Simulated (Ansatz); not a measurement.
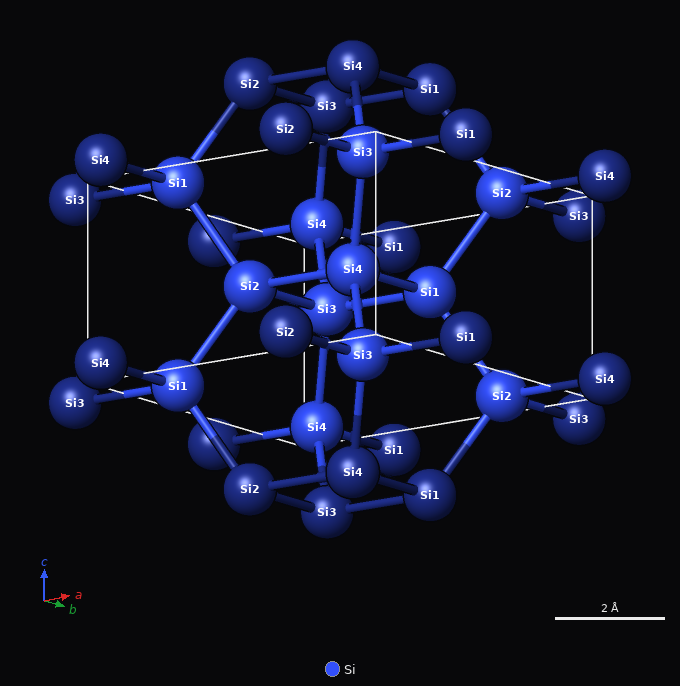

The structure as given in the input (ball-and-stick view of the cell 2 times as large as that of the calculation, set on its symmetry axes, seen at an oblique angle; neighbours outside the cell are drawn fainter; atoms are numbered from 1 in the order of the input). An atom can appear more than once, as a periodic image.

**What a change does: single-point calculation on Si**

System: Si (4 atoms in the cell).
Method of run A: DFT r2SCAN, scalar-relativistic, plane waves, PAW, no spin polarisation (Ansatz 0.2.0).

The structure derives from a Materials Project entry. Text and figures count atoms from 1; the logs count them from 0 in places.

## The input, run A
```yaml
crystal:
  lattice:
    - [-3.32544429, 3.32544429, 1.92238566]
    - [3.32544429, -3.32544429, 1.92238566]
    - [3.32544429, 3.32544429, -1.92238566]
  atoms:
    - { symbol: Si, position: [0.17880106, 0.17880106, 0.35760212] }
    - { symbol: Si, position: [0.82119894, 0.82119894, 0.64239788] }
    - { symbol: Si, position: [0.17880106, 0.82119894, 0.0] }
    - { symbol: Si, position: [0.82119894, 0.17880106, 0.0] }
basis:
  ecutwfc: 500
kpoints:
  mp_grid: { grid: [12, 12, 12] }
hamiltonian:
  xc: r2scan
scf:
  occupations: { method: gaussian, width: 0.03 }
output:
  forces: true
  stress: true
  eigenvalues: true
  write_density: true
  write_potential: true
  elf: true
  volumetric_format: npy
```

Command:
```bash
ansatz run input.yaml --threads 1 --pin off --max-ram 2560MiB --backend cpu --events-out ev --progress --plain --runs-dir out
```

Hardware: 1 thread of AMD EPYC (Zen 3), 192 GiB of memory available, shared host.

## Output, shortened to warnings, some set-up lines, iterations and results (run A)
```
Basis set: ecut = 500 eV, 2111 PW (Γ), exchange–correlation on 160×160×160 points (64 copies of the dense FFT grid, shifted against one another)
Symmetry: 16 space group operations
k-points: 163 of 1728
Initial density: superposition of atomic densities (neutral atoms: chi_scale 0, normalization atom), corrected by the library's trained network
[...]
SCF iter   1: F=—  HF=-2555.767342 eV  |F-HF|=—  |Δ(HF+E_count)|=         —  Δρ=4.30e-3  dr2=1.39e-2  dr2_τ=2.40e-2  ethr=1.77e-3  ⟨swp⟩=6.4  Hψ=14724  notcnv=0
SCF iter   2: F=—  HF=-2555.798144 eV  |F-HF|=—  |Δ(HF+E_count)|=   3.08e-2  Δρ=2.43e-3  dr2=3.41e-3  dr2_τ=2.25e-5  ethr=8.70e-5  ⟨swp⟩=2.1  Hψ=5209  notcnv=0
SCF iter   3: F=—  HF=-2555.798395 eV  |F-HF|=—  |Δ(HF+E_count)|=   2.51e-4  Δρ=5.19e-4  dr2=3.93e-4  dr2_τ=3.74e-6  ethr=2.13e-5  ⟨swp⟩=2.1  Hψ=2798  notcnv=0
SCF iter   4: F=—  HF=-2555.798302 eV  |F-HF|=—  |Δ(HF+E_count)|=   9.30e-5  Δρ=7.83e-5  dr2=5.15e-6  dr2_τ=6.59e-8  ethr=2.45e-6  ⟨swp⟩=2.4  Hψ=3075  notcnv=0
SCF iter   5: F=—  HF=-2555.798301 eV  |F-HF|=—  |Δ(HF+E_count)|=   2.80e-7  Δρ=1.87e-5  dr2=2.01e-7  dr2_τ=3.40e-9  ethr=3.22e-8  ⟨swp⟩=2.7  Hψ=3349  notcnv=0
SCF iter   6: F=-2555.798301 eV  HF=-2555.798301 eV  |F-HF|=4.39e-9  |Δ(HF+E_count)|=   1.01e-7  Δρ=3.09e-6  dr2=4.52e-9  dr2_τ=5.72e-11  ethr=6.25e-10  ⟨swp⟩=9.6  Hψ=14695  …
SCF 1 converged in 6 iterations: F = -2555.798301 eV  dr2 = 4.52e-9
SCF converged after 6 iterations
Free energy (F): -2555.798301 eV
Harris-Foulkes:  -2555.798301 eV  (|F-HF|=4.39e-9)
Internal energy: -2555.798301 eV  (E = F + TS)
E sigma→0 (E₀):  -2555.798301 eV
Fermi energy:    5.962973 eV
--- Per-component energies (eV) ---
  E_band       = 4.908605
  E_kinetic    = 161.278851
  E_local      = -135.529889  (includes V_loc(G=0)·N_el)
  E_nonlocal   = 100.010120
  E_hartree    = 39.897764
  E_xc         = -205.691547
  E_vxc        = -198.647697  (∫ρ·V_xc dr)
  E_paw        = -2077.926547  (= ΣΔE_a)
  E_vpaw       = -9.869239  (= ΣTr[D̂ρ^β])
  E_aug_tail   = 0.000017  (compensation charges beyond the density's cutoff)
  E_vtau       = 7.871096  (kinetic-family band-sum trace: ∫τ·v_τ [+ j·A + Jᵃ·Aᵃ] dr)
  E_ewald      = -437.531341
  E_core_change = -0.305732  (= ΣΔE_core)
  E_smearing   = -0.000000  (= −TS)
  E_closure    = 0.000000  (closes the sum)
  Σ components = -2555.798301   (vs F -2555.798301, Δ=0.00e0)
--- Forces (eV/Å), atoms counted from 1 ---
  atom   1  Si     0.00004755     0.00004755     0.00000000
  atom   2  Si    -0.00004755    -0.00004755     0.00000000
  atom   3  Si    -0.00004755     0.00004755    -0.00000000
  atom   4  Si     0.00004755    -0.00004755     0.00000000
  max |Σ_I F_I| component: 2.30e-17 eV/Å
--- Stress (GPa, compression-positive) ---
        0.109707       0.000000       0.000000
        0.000000       0.109707       0.000000
        0.000000       0.000000       0.044734
  P = ⅓ Tr σ = 0.0880 GPa (0.880 kbar)
```

Run B used a changed input.

## The two runs side by side

| quantity | run A | run B |
| --- | --- | --- |
| outcome | converged | converged |
| free energy per atom (eV) | −638.9496 | −638.9495 |
| gap on the mesh (eV) | 0.40 | 0.48 |
| pressure (GPa) | 0.09 | 0.09 |
| largest force (eV/Å) | 0.000 | 0.000 |
| SCF iterations | 6 | 6 |
| irreducible k-points | 163 | 102 |
| plane waves at Γ | 2111 | 2111 |
| wall time (shared host) | 30 s | 19 s |

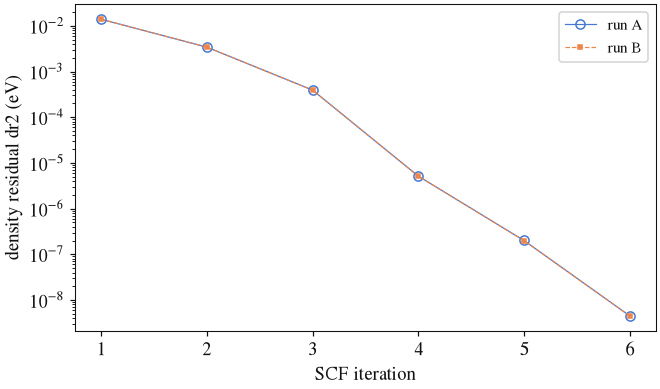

Convergence of the two runs: density residual dr2 against the SCF iteration. Run A takes 6 iterations in all, and run B takes 6.

What was changed in the input?

The change (lines with − go, lines with + come):
```diff
-  mp_grid: { grid: [12, 12, 12] }
+  mp_grid: { grid: [10, 10, 10] }
```

The free energy of run B is 0.05 meV per atom higher, which measures how much it depends on this numerical setting. The gap on the mesh goes from 0.40 to 0.48 eV. The number of SCF iterations is the same. The irreducible k-points go from 163 to 102. On the same kind of shared host run B took about 0.64 times as long.

## Output, shortened to warnings, some set-up lines, iterations and results (run B)
```
Basis set: ecut = 500 eV, 2111 PW (Γ), exchange–correlation on 160×160×160 points (64 copies of the dense FFT grid, shifted against one another)
Symmetry: 16 space group operations
k-points: 102 of 1000
Initial density: superposition of atomic densities (neutral atoms: chi_scale 0, normalization atom), corrected by the library's trained network
[...]
SCF iter   1: F=—  HF=-2555.767139 eV  |F-HF|=—  |Δ(HF+E_count)|=         —  Δρ=4.30e-3  dr2=1.39e-2  dr2_τ=2.41e-2  ethr=1.77e-3  ⟨swp⟩=6.4  Hψ=9199  notcnv=0
SCF iter   2: F=—  HF=-2555.797959 eV  |F-HF|=—  |Δ(HF+E_count)|=   3.08e-2  Δρ=2.44e-3  dr2=3.41e-3  dr2_τ=2.24e-5  ethr=8.68e-5  ⟨swp⟩=2.1  Hψ=3263  notcnv=0
SCF iter   3: F=—  HF=-2555.798211 eV  |F-HF|=—  |Δ(HF+E_count)|=   2.52e-4  Δρ=5.15e-4  dr2=3.91e-4  dr2_τ=3.74e-6  ethr=2.13e-5  ⟨swp⟩=2.1  Hψ=1756  notcnv=0
SCF iter   4: F=—  HF=-2555.798118 eV  |F-HF|=—  |Δ(HF+E_count)|=   9.30e-5  Δρ=7.85e-5  dr2=5.13e-6  dr2_τ=6.61e-8  ethr=2.45e-6  ⟨swp⟩=2.4  Hψ=1917  notcnv=0
SCF iter   5: F=—  HF=-2555.798117 eV  |F-HF|=—  |Δ(HF+E_count)|=   8.58e-7  Δρ=1.87e-5  dr2=2.00e-7  dr2_τ=3.39e-9  ethr=3.21e-8  ⟨swp⟩=2.7  Hψ=2084  notcnv=0
SCF iter   6: F=-2555.798117 eV  HF=-2555.798117 eV  |F-HF|=4.43e-9  |Δ(HF+E_count)|=   1.03e-7  Δρ=3.10e-6  dr2=4.51e-9  dr2_τ=5.83e-11  ethr=6.25e-10  ⟨swp⟩=9.5  Hψ=9160  …
SCF 1 converged in 6 iterations: F = -2555.798117 eV  dr2 = 4.51e-9
SCF converged after 6 iterations
Free energy (F): -2555.798117 eV
Harris-Foulkes:  -2555.798117 eV  (|F-HF|=4.43e-9)
Internal energy: -2555.798117 eV  (E = F + TS)
E sigma→0 (E₀):  -2555.798117 eV
Fermi energy:    6.002836 eV
--- Per-component energies (eV) ---
  E_band       = 4.909586
  E_kinetic    = 161.280114
  E_local      = -135.531189  (includes V_loc(G=0)·N_el)
  E_nonlocal   = 100.009935
  E_hartree    = 39.898633
  E_xc         = -205.691726
  E_vxc        = -198.647904  (∫ρ·V_xc dr)
  E_paw        = -2077.926829  (= ΣΔE_a)
  E_vpaw       = -9.869533  (= ΣTr[D̂ρ^β])
  E_aug_tail   = 0.000017  (compensation charges beyond the density's cutoff)
  E_vtau       = 7.871059  (kinetic-family band-sum trace: ∫τ·v_τ [+ j·A + Jᵃ·Aᵃ] dr)
  E_ewald      = -437.531341
  E_core_change = -0.305732  (= ΣΔE_core)
  E_smearing   = -0.000000  (= −TS)
  E_closure    = 0.000000  (closes the sum)
  Σ components = -2555.798117   (vs F -2555.798117, Δ=0.00e0)
--- Forces (eV/Å), atoms counted from 1 ---
  atom   1  Si     0.00010671     0.00010671     0.00000000
  atom   2  Si    -0.00010671    -0.00010671     0.00000000
  atom   3  Si    -0.00010671     0.00010671     0.00000000
  atom   4  Si     0.00010671    -0.00010671     0.00000000
  max |Σ_I F_I| component: 6.94e-18 eV/Å
--- Stress (GPa, compression-positive) ---
        0.108807      -0.000000       0.000000
       -0.000000       0.108807       0.000000
        0.000000       0.000000       0.048115
  P = ⅓ Tr σ = 0.0886 GPa (0.886 kbar)
```
